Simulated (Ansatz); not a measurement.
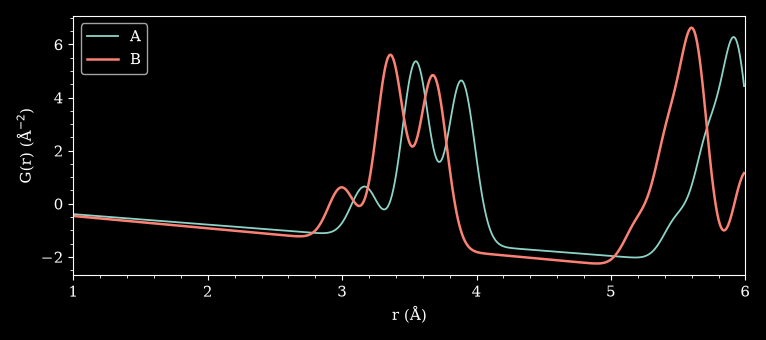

Each curve is a calculated X-ray PDF: distances of the static structure, each pair weighted by the product of the atomic numbers (X-ray weights at Q = 0), broadened by Gaussians with σ = 0.10 Å. No termination ripples are included. Both curves are of Sn in space group Pm-3n, for two cells of different size. A: the input geometry of an electronic-structure calculation (not necessarily at equilibrium); the starting structure was generated, so it need not be a known form of this composition; B: the geometry relaxed with DFT, PBEsol, plane waves (420 eV) with PAW, scalar-relativistic in Ansatz 0.2.0; the starting structure was generated, so it need not be a known form of this composition.

How does the volume of B compare with that of A?

Cell A is larger: the volume of B is 15.0 % below that of A (31.92 and 27.13 Å³ per atom), a mean linear change of -5.3 %. The shortest distance is 3.172 Å in A and 3.005 Å in B.

Give both cells.

Cell A: a = 6.344 Å, b = 6.344 Å, c = 6.344 Å, α = 90.00°, β = 90.00°, γ = 90.00°
Cell B: a = 6.009 Å, b = 6.009 Å, c = 6.009 Å, α = 90.00°, β = 90.00°, γ = 90.00°
